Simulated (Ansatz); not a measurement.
# Geometry relaxation, with input and output: GaSb₂ (part 2 of 2)

The same run, continued: GaSb₂ (P6₃/mmc, 6 atoms in the cell); DFT PBE, scalar-relativistic, plane waves, PAW, no spin polarisation (Ansatz 0.2.0); cutoff 420 eV, 12×12×4 k-mesh, Gaussian smearing of 0.1 eV. The structure was made by swapping elements on the sites of another compound; it need not be a known phase. It belongs to a series of runs on one base structure; here: 2H molybdenite type (P6_3/mmc, No. 194).

Geometry of the input (Å; fractional positions):
```
4.1597  0.0000  0.0000
-2.0799  3.6024  0.0000
0.0000  0.0000  11.0003
Ga 0.3333  0.6667  0.2500
Ga 0.6667  0.3333  0.7500
Sb 0.3333  0.6667  0.5902
Sb 0.6667  0.3333  0.0902
Sb 0.3333  0.6667  0.9098
Sb 0.6667  0.3333  0.4098
```

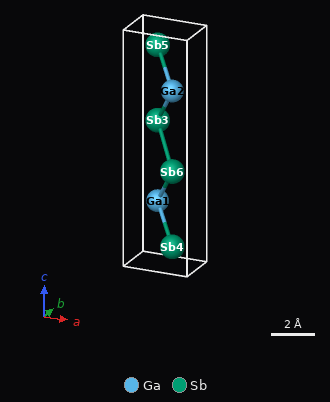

The geometry at step 2 of the log (ball-and-stick view of the cell of the calculation, seen slightly off an axis; atoms are numbered from 1 in the order of the input).

What the program printed, continued
```
SCF iter   1: F=—  HF=-33503.245727 eV  |F-HF|=—  |Δ(HF+E_count)|=         —  Δρ=1.52e-4  dr2=7.34e-5  ethr=1.08e-7  ⟨swp⟩=4.0  Hψ=15319  notcnv=0
preconditioner: auto → Kerker (q_TF=auto, 2.457 Å⁻¹)  [metal: Δε(μ)=0.015 eV  Ē_g=12.023 eV  σ=0.100 eV  W_gap=0.09  n_scr=50 (ndim 8)  ℏωp=19.8 eV  f_vac=0.002  D(μ)=3.39/eV (n_scr^D=24)]
SCF iter   2: F=—  HF=-33503.245724 eV  |F-HF|=—  |Δ(HF+E_count)|=   2.94e-6  Δρ=1.02e-4  dr2=3.47e-5  ethr=8.54e-8  ⟨swp⟩=1.0  Hψ=2964  notcnv=0
SCF iter   3: F=—  HF=-33503.245720 eV  |F-HF|=—  |Δ(HF+E_count)|=   4.17e-6  Δρ=2.20e-5  dr2=1.08e-6  ethr=4.04e-8  ⟨swp⟩=2.0  Hψ=3400  notcnv=0
SCF iter   4: F=—  HF=-33503.245719 eV  |F-HF|=—  |Δ(HF+E_count)|=   3.31e-7  Δρ=1.32e-5  dr2=4.98e-7  ethr=1.26e-9  ⟨swp⟩=2.0  Hψ=3929  notcnv=0
SCF iter   5: F=—  HF=-33503.245719 eV  |F-HF|=—  |Δ(HF+E_count)|=   2.14e-8  Δρ=6.16e-6  dr2=1.34e-7  ethr=5.79e-10  ⟨swp⟩=2.0  Hψ=4086  notcnv=0
SCF iter   6: F=-33503.245719 eV  HF=-33503.245719 eV  |F-HF|=3.80e-9  |Δ(HF+E_count)|=   1.82e-8  Δρ=1.89e-6  dr2=1.10e-8  ethr=1.35e-10  ⟨swp⟩=9.1  Hψ=18366  notcnv=0
SCF 4 converged in 6 iterations: F = -33503.245719 eV  dr2 = 1.10e-8
  greatest PAW one-centre occupation: 0.996 electrons in one spin orbital (limit 2), on the Sb atom at site 5 (counted from 0), in its partial waves of l = 2
relax step   4: F+E_penalty+E_count = -33503.24571940 eV  Δ(F+E_penalty+E_count) = -4.262e-4 eV  max|allowed force component| = 1.613e-2 eV/Å  Δτ_max = 0.0003 Å  P = +0.005 GPa  Ω = 161.412 Å³  energy of the carried Pulay correction = +7.505e-4 eV  (6 SCF iters, dr2 threshold 1.16e-7 eV, accepted)
Crystal: 6 atoms, lattice volume = 161.222 Å³
iter 1 solved again at ethr=1.96e-7 eV; its pass at ethr=3.10e-3 eV (dr2=1.68e-4 eV) is discarded
SCF iter   1: F=—  HF=-33503.245992 eV  |F-HF|=—  |Δ(HF+E_count)|=         —  Δρ=3.81e-4  dr2=1.89e-4  ethr=1.96e-7  ⟨swp⟩=2.9  Hψ=13180  notcnv=0
preconditioner: auto → Kerker (q_TF=auto, 2.457 Å⁻¹)  [metal: Δε(μ)=0.013 eV  Ē_g=12.030 eV  σ=0.100 eV  W_gap=0.07  n_scr=50 (ndim 8)  ℏωp=19.8 eV  f_vac=0.001  D(μ)=3.35/eV (n_scr^D=24)]
SCF iter   2: F=—  HF=-33503.245990 eV  |F-HF|=—  |Δ(HF+E_count)|=   2.13e-6  Δρ=2.44e-4  dr2=8.55e-5  ethr=1.96e-7  ⟨swp⟩=1.0  Hψ=2964  notcnv=0
SCF iter   3: F=—  HF=-33503.245996 eV  |F-HF|=—  |Δ(HF+E_count)|=   6.04e-6  Δρ=3.57e-5  dr2=1.63e-6  ethr=9.94e-8  ⟨swp⟩=2.5  Hψ=3911  notcnv=0
SCF iter   4: F=—  HF=-33503.245985 eV  |F-HF|=—  |Δ(HF+E_count)|=   1.07e-5  Δρ=1.93e-5  dr2=8.07e-7  ethr=1.89e-9  ⟨swp⟩=2.2  Hψ=4265  notcnv=0
SCF iter   5: F=—  HF=-33503.245985 eV  |F-HF|=—  |Δ(HF+E_count)|=   6.58e-9  Δρ=4.02e-6  dr2=5.92e-8  ethr=9.38e-10  ⟨swp⟩=2.0  Hψ=3505  notcnv=0
SCF iter   6: F=-33503.245985 eV  HF=-33503.245985 eV  |F-HF|=2.47e-9  |Δ(HF+E_count)|=   1.40e-8  Δρ=1.40e-6  dr2=3.84e-9  ethr=1.89e-11  ⟨swp⟩=8.9  Hψ=18255  notcnv=0
SCF 5 converged in 6 iterations: F = -33503.245985 eV  dr2 = 3.84e-9
relax step   5: F+E_penalty+E_count = -33503.24598541 eV  Δ(F+E_penalty+E_count) = -2.660e-4 eV  max|allowed force component| = 2.895e-3 eV/Å  Δτ_max = 0.0083 Å  P = +0.003 GPa  Ω = 161.222 Å³  energy of the carried Pulay correction = +7.926e-4 eV  (6 SCF iters, dr2 threshold 1.63e-8 eV, accepted)
Basis set: ecut = 420 eV, 3121 PW (Γ), exchange–correlation on 60×60×160 points (8 copies of the dense FFT grid, shifted against one another)
Initial wavefunctions: pseudopotential atomic-orbital guess (no wavefunctions were taken with the density)
iter 1 solved again at ethr=4.47e-7 eV; its pass at ethr=3.10e-3 eV (dr2=3.84e-4 eV) is discarded
SCF iter   1: F=—  HF=-33503.244429 eV  |F-HF|=—  |Δ(HF+E_count)|=         —  Δρ=2.01e-4  dr2=1.73e-6  ethr=4.47e-7  ⟨swp⟩=3.0  Hψ=18125  notcnv=0
preconditioner: auto → Kerker (q_TF=auto, 2.457 Å⁻¹)  [metal: Δε(μ)=0.012 eV  Ē_g=12.029 eV  σ=0.100 eV  W_gap=0.07  n_scr=50 (ndim 8)  ℏωp=19.8 eV  f_vac=0.002  D(μ)=3.35/eV (n_scr^D=24)]
SCF iter   2: F=—  HF=-33503.244947 eV  |F-HF|=—  |Δ(HF+E_count)|=   5.18e-4  Δρ=1.03e-4  dr2=6.19e-7  ethr=2.01e-9  ⟨swp⟩=2.6  Hψ=5641  notcnv=0
SCF iter   3: F=—  HF=-33503.245120 eV  |F-HF|=—  |Δ(HF+E_count)|=   1.73e-4  Δρ=1.50e-5  dr2=1.03e-8  ethr=7.20e-10  ⟨swp⟩=2.0  Hψ=4219  notcnv=0
SCF iter   4: F=—  HF=-33503.245124 eV  |F-HF|=—  |Δ(HF+E_count)|=   3.59e-6  Δρ=2.51e-6  dr2=3.66e-9  ethr=1.19e-11  ⟨swp⟩=2.0  Hψ=4276  notcnv=0
SCF iter   5: F=—  HF=-33503.245124 eV  |F-HF|=—  |Δ(HF+E_count)|=   7.25e-8  Δρ=3.78e-7  dr2=1.99e-10  ethr=4.25e-12  ⟨swp⟩=2.0  Hψ=4263  notcnv=0
SCF iter   6: F=-33503.245124 eV  HF=-33503.245124 eV  |F-HF|=2.04e-10  |Δ(HF+E_count)|=  1.31e-10  Δρ=1.53e-7  dr2=2.94e-11  ethr=1.00e-12  ⟨swp⟩=7.2  Hψ=13843  notcnv=0
SCF 6 converged in 6 iterations: F = -33503.245124 eV  dr2 = 2.94e-11
relax step   6: F+E_penalty+E_count = -33503.24512409 eV  Δ(F+E_penalty+E_count) = +8.613e-4 eV  max|allowed force component| = 2.924e-3 eV/Å  Δτ_max = 0.0000 Å  P = +0.004 GPa  Ω = 161.222 Å³  stress off target by 6.16e-3 GPa  SCF on the basis re-selected at this cell (its energy is not comparable with the rows above)  (6 SCF iters)
basis re-selected at this cell: Δ(F+E_penalty+E_count) = +8.613e-4 eV, ΔP = +0.001 GPa vs the last step (what re-selecting the basis moved, of the pressure what is left beyond the Pulay correction that the steps carried, after the strain that the cell walked since its last selection, with what the two solves' SCF thresholds leave and, on support functions, any second-order correction that the steps lacked; it is no measure of the basis error at this ecutwfc). The dense FFT grid was sized anew with the basis: this SCF ran on 30×30×80 points, the steps before it on 30×30×75, so part of this shift can come from that change (see relax.cell in the input reference). This SCF's stress stands 6.16e-3 GPa from its target on what of the cell is left free (relax.cell.stress_tol is 5.00e-2 GPa) and its largest allowed force component is 2.92e-3 eV/Å (relax.f_tol is 1.00e-2 eV/Å): within both
SCF converged after 6 iterations
Free energy (F): -33503.245124 eV
Harris-Foulkes:  -33503.245124 eV  (|F-HF|=2.04e-10)
Internal energy: -33503.228357 eV  (E = F + TS)
E sigma→0 (E₀):  -33503.236741 eV
Entropy (-TS):   -0.016767 eV (-2.795 meV/atom)
Fermi energy:    9.565147 eV
--- Per-component energies (eV) ---
  E_band       = -767.644451
  E_kinetic    = 1055.016698
  E_local      = -10175.371960  (includes V_loc(G=0)·N_el)
  E_nonlocal   = 2292.801993
  E_hartree    = 4674.195492
  E_xc         = -691.356089
  E_vxc        = -499.724528  (∫ρ·V_xc dr)
  E_paw        = -22272.331260  (= ΣΔE_a)
  E_vpaw       = -2788.757663  (= ΣTr[D̂ρ^β])
  E_aug_tail   = -0.000232  (compensation charges beyond the density's cutoff)
  E_ewald      = -8386.182999
  E_smearing   = -0.016767  (= −TS)
  E_closure    = 0.000000  (closes the sum)
  Σ components = -33503.245124   (vs F -33503.245124, Δ=0.00e0)
--- Forces (eV/Å), atoms counted from 1 ---
  atom   1  Ga     0.00000000    -0.00000000    -0.00000000
  atom   2  Ga     0.00000000     0.00000000     0.00000000
  atom   3  Sb     0.00000000    -0.00000000    -0.00292417
  atom   4  Sb     0.00000000     0.00000000    -0.00292417
  atom   5  Sb    -0.00000000    -0.00000000     0.00292417
  atom   6  Sb    -0.00000000     0.00000000     0.00292417
  max |Σ_I F_I| component: 6.94e-18 eV/Å
--- Stress (GPa, compression-positive) ---
        0.006156      -0.000000       0.000000
       -0.000000       0.006156       0.000000
        0.000000       0.000000      -0.001462
  P = ⅓ Tr σ = 0.0036 GPa (0.036 kbar)
--- Band table (eV; the first three rows and the last of 57) ---
  k-point 0: bands = ["-19.5899", "-19.5899", "-19.5849", "-19.5849", "-19.5774", "-19.5571", "-19.5467", "-19.5467", "-19.5439", "-19.5439", "-19.5337", "-19.5130", "-19.5057", "-19.5057", "-19.5042", "-19.5042", "-19.4766", "-19.4766", "-19.4727", "-19.4727", "-5.2769", "-5.2769", "-5.2763", "-5.2763", "-5.2753", "-5.2725", "-5.2725", "-5.2724", "-5.2724", "-5.2721", "-2.5293", "-1.7524", "-0.7882", "1.5747", "3.3385", "7.0276", "8.2808", "8.9089", "8.9089", "9.7184", "9.7184", "10.3390", "10.3390", "10.6007", "10.6424", "11.6700", "11.6700", "12.9173", "12.9173", "12.9952", "13.4563", "13.4563"]
  k-point 1: bands = ["-19.5892", "-19.5892", "-19.5857", "-19.5857", "-19.5753", "-19.5617", "-19.5463", "-19.5463", "-19.5443", "-19.5443", "-19.5290", "-19.5151", "-19.5055", "-19.5055", "-19.5044", "-19.5044", "-19.4760", "-19.4760", "-19.4733", "-19.4733", "-5.2768", "-5.2768", "-5.2764", "-5.2764", "-5.2748", "-5.2726", "-5.2725", "-5.2725", "-5.2725", "-5.2725", "-2.4610", "-1.9626", "-0.4393", "1.0710", "3.9570", "6.2864", "8.7992", "8.9780", "8.9780", "9.4843", "9.4843", "10.0256", "10.6438", "10.6438", "11.2952", "11.5193", "11.5193", "12.8218", "12.9739", "12.9739", "13.3454", "13.3454"]
  k-point 2: bands = ["-19.5875", "-19.5875", "-19.5875", "-19.5875", "-19.5695", "-19.5695", "-19.5453", "-19.5453", "-19.5453", "-19.5453", "-19.5211", "-19.5211", "-19.5050", "-19.5050", "-19.5050", "-19.5050", "-19.4746", "-19.4746", "-19.4746", "-19.4746", "-5.2766", "-5.2766", "-5.2766", "-5.2766", "-5.2737", "-5.2737", "-5.2725", "-5.2725", "-5.2725", "-5.2725", "-2.2615", "-2.2615", "0.2641", "0.2641", "5.0936", "5.0936", "9.1792", "9.1792", "9.1792", "9.1792", "9.4495", "9.4495", "11.1279", "11.1279", "11.1279", "11.1279", "12.0601", "12.0601", "13.1342", "13.1342", "13.1342", "13.1342"]
  k-point 56: bands = ["-19.5908", "-19.5908", "-19.5594", "-19.5594", "-19.5484", "-19.5484", "-19.5374", "-19.5374", "-19.5356", "-19.5356", "-19.5293", "-19.5293", "-19.5091", "-19.5091", "-19.5071", "-19.5071", "-19.5031", "-19.5031", "-19.4772", "-19.4772", "-5.3046", "-5.3046", "-5.2873", "-5.2873", "-5.2777", "-5.2777", "-5.2611", "-5.2611", "-5.2590", "-5.2590", "0.1670", "0.1670", "0.8803", "0.8803", "3.5447", "3.5447", "5.2531", "5.2531", "5.3762", "5.3762", "7.9919", "7.9919", "8.9640", "8.9640", "9.1304", "9.1304", "12.9829", "12.9829", "13.9669", "13.9669", "15.4202", "15.4202"]
--- Relaxed structure (5 steps of the walk, 5 accepted, 1 SCFs on fresh bases) ---
  F+E_penalty+E_count = -33503.24512409 eV   max|allowed force component| = 2.924e-3 eV/Å   (the final SCF, on the basis selected at the relaxed cell)
  cell:  # Å, volume = 161.2222 Å³
    - [4.070578731121014, 3.4701420788930007e-34, 6.361216863632218e-21]
    - [-2.035289365560507, 3.525224589255424, -3.180608431816025e-21]
    - [1.682209568494233e-20, 2.5759194652126877e-34, 11.235226450716587]
  atoms:
    - { symbol: Ga, position: [0.3333333333333333, 0.6666666666666666, 0.24999999999999997] }
    - { symbol: Ga, position: [0.6666666666666666, 0.3333333333333333, 0.7499999999999999] }
    - { symbol: Sb, position: [0.3333333333333333, 0.6666666666666666, 0.59182754099509] }
    - { symbol: Sb, position: [0.6666666666666666, 0.3333333333333333, 0.0918275409950901] }
    - { symbol: Sb, position: [0.3333333333333333, 0.6666666666666666, 0.9081724590049097] }
    - { symbol: Sb, position: [0.6666666666666666, 0.3333333333333333, 0.40817245900490984] }
```

Trajectory as extended XYZ (Å, eV, eV/Å), 6 frames, from step=1 to step=6
```
6
Lattice="4.1597 0.0000 0.0000 -2.0799 3.6024 0.0000 0.0000 0.0000 11.0003" Properties=species:S:1:pos:R:3:forces:R:3 step=1 energy=-33503.21527 pressure_GPa=-0.04
Ga    0.0000    2.4016    2.7501    0.0000   0.0000   0.0000
Ga    2.0799    1.2008    8.2503    0.0000   0.0000   0.0000
Sb    0.0000    2.4016    6.4920    0.0000   0.0000   0.0208
Sb    2.0799    1.2008    0.9918    0.0000   0.0000   0.0208
Sb    0.0000    2.4016   10.0085    0.0000   0.0000  -0.0208
Sb    2.0799    1.2008    4.5084    0.0000   0.0000  -0.0208
6
Lattice="4.0904 0.0000 0.0000 -2.0452 3.5424 0.0000 0.0000 0.0000 11.2822" Properties=species:S:1:pos:R:3:forces:R:3 step=2 energy=-33503.24183 pressure_GPa=-0.53
Ga    0.0000    2.3616    2.8205    0.0000   0.0000   0.0000
Ga    2.0452    1.1808    8.4616    0.0000   0.0000   0.0000
Sb    0.0000    2.3616    6.6641    0.0000   0.0000  -0.0015
Sb    2.0452    1.1808    1.0230    0.0000   0.0000  -0.0015
Sb    0.0000    2.3616   10.2591    0.0000   0.0000   0.0015
Sb    2.0452    1.1808    4.6181    0.0000   0.0000   0.0015
6
Lattice="4.0612 0.0000 0.0000 -2.0306 3.5171 0.0000 0.0000 0.0000 11.2430" Properties=species:S:1:pos:R:3:forces:R:3 step=3 energy=-33503.24529 pressure_GPa=0.21
Ga    0.0000    2.3448    2.8108    0.0000   0.0000   0.0000
Ga    2.0306    1.1724    8.4323    0.0000   0.0000   0.0000
Sb    0.0000    2.3448    6.6451    0.0000   0.0000   0.0265
Sb    2.0306    1.1724    1.0236    0.0000   0.0000   0.0265
Sb    0.0000    2.3448   10.2194    0.0000   0.0000  -0.0265
Sb    2.0306    1.1724    4.5979    0.0000   0.0000  -0.0265
6
Lattice="4.0714 0.0000 0.0000 -2.0357 3.5259 0.0000 0.0000 0.0000 11.2439" Properties=species:S:1:pos:R:3:forces:R:3 step=4 energy=-33503.24572 pressure_GPa=0.00
Ga    0.0000    2.3506    2.8110    0.0000   0.0000   0.0000
Ga    2.0357    1.1753    8.4329    0.0000   0.0000   0.0000
Sb    0.0000    2.3506    6.6460    0.0000   0.0000   0.0161
Sb    2.0357    1.1753    1.0240    0.0000   0.0000   0.0161
Sb    0.0000    2.3506   10.2199    0.0000   0.0000  -0.0161
Sb    2.0357    1.1753    4.5979    0.0000   0.0000  -0.0161
6
Lattice="4.0706 0.0000 0.0000 -2.0353 3.5252 0.0000 0.0000 0.0000 11.2352" Properties=species:S:1:pos:R:3:forces:R:3 step=5 energy=-33503.24599 pressure_GPa=0.00
Ga    0.0000    2.3502    2.8088    0.0000   0.0000   0.0000
Ga    2.0353    1.1751    8.4264    0.0000   0.0000   0.0000
Sb    0.0000    2.3502    6.6493    0.0000   0.0000  -0.0029
Sb    2.0353    1.1751    1.0317    0.0000   0.0000  -0.0029
Sb    0.0000    2.3502   10.2035    0.0000   0.0000   0.0029
Sb    2.0353    1.1751    4.5859    0.0000   0.0000   0.0029
6
Lattice="4.0706 0.0000 0.0000 -2.0353 3.5252 0.0000 0.0000 0.0000 11.2352" Properties=species:S:1:pos:R:3:forces:R:3 step=6 energy=-33503.24512 pressure_GPa=0.00
Ga    0.0000    2.3502    2.8088    0.0000   0.0000   0.0000
Ga    2.0353    1.1751    8.4264    0.0000   0.0000   0.0000
Sb    0.0000    2.3502    6.6493    0.0000   0.0000  -0.0029
Sb    2.0353    1.1751    1.0317    0.0000   0.0000  -0.0029
Sb    0.0000    2.3502   10.2035    0.0000   0.0000   0.0029
Sb    2.0353    1.1751    4.5859    0.0000   0.0000   0.0029
```

Summary

```csv
quantity,value
outcome,converged
space group (tolerance 0.01 Å),P6₃/mmc (194)
electrons treated,86
free energy,−33503.2451 eV
Fermi energy,9.565 eV
gap on the k-point mesh,none (metallic)
pressure,0.00 GPa
final volume,161.22 Å³
largest force (length of the vector) at the end,0.003 eV/Å
final cell,"a = 4.071 Å, b = 4.071 Å, c = 11.235 Å, α = 90.00°, β = 90.00°, γ = 120.00°"
hardware,"1 thread of Intel Xeon @ 2.90GHz (Ice Lake), 192 GiB of memory available, shared host"
wall time,2.8 min
peak memory,0.71 GiB
```
